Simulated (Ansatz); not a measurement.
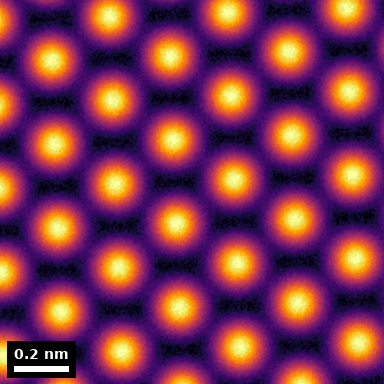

HAADF-like image of Li. Simulated incoherent Z contrast: every atom adds Z^1.7 spread by a probe of 1.30 Å full width; channelling and multiple scattering are left out. The probe carries 25 % of its weight in a tail 2.5 times as wide. The display is stretched by a gamma of 0.65; percentages refer to the linear signal. Shot noise was added.

Q: Measure the repeat of the pattern.

A: The pattern repeats on a centred rectangular net of 3.1 × 4.3 Å.

Q: What is the plane group of the image?

A: c2mm: perpendicular mirror lines on a centred net, with further twofold points between them.

Q: How many columns does the smallest repeating cell hold, and how many levels of brightness?

A: 1 column in the primitive cell of 6.6 Å², all of one brightness.

The crystal is Li (Fm-3m, No. 225) seen along [110]. Structure used: the input geometry of an electronic-structure calculation (not necessarily at equilibrium); the starting structure was generated, so it need not be a known form of this composition.
